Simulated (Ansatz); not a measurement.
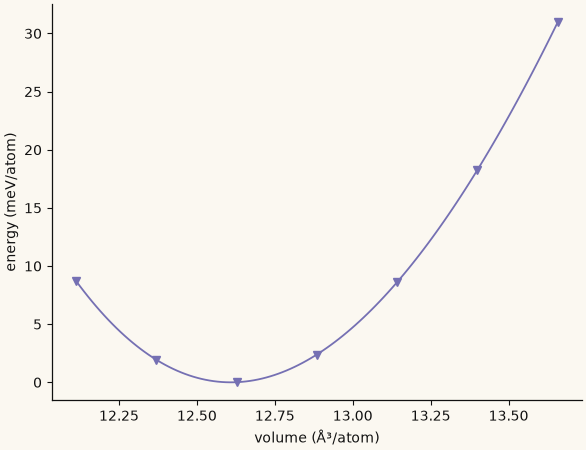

Plotted: energy against volume.

Computed with Ansatz 0.2.0: plane-wave DFT, no spin polarisation; energies at scaled volumes of the given cell, shape and fractions fixed, counted from the fit's minimum, third-order Birch-Murnaghan fit. Level: r2SCAN with rVV10.

Question: For which of these solids was it computed?
A. SnO, P4/nmm (No. 129)
B. Cu₂O, Pn-3m (No. 224)
C. Ta, Im-3m (No. 229)

Answer: B, Cu₂O: energy from 0.00 meV/atom to 30.97 meV/atom, V0 12.61 Å³/atom, B0 132 GPa. The others give: Ta, energy from 0.91 meV/atom to 48.11 meV/atom, V0 17.86 Å³/atom, B0 200 GPa; SnO, energy from 0.09 meV/atom to 29.01 meV/atom, V0 17.48 Å³/atom, B0 102 GPa.

For SnO, limits of the calculation: shape and atomic fractions are frozen while scaling, which makes layered, chain and framework solids too stiff.

For Ta, limits of the calculation: the program warns: stress scf threshold loose.
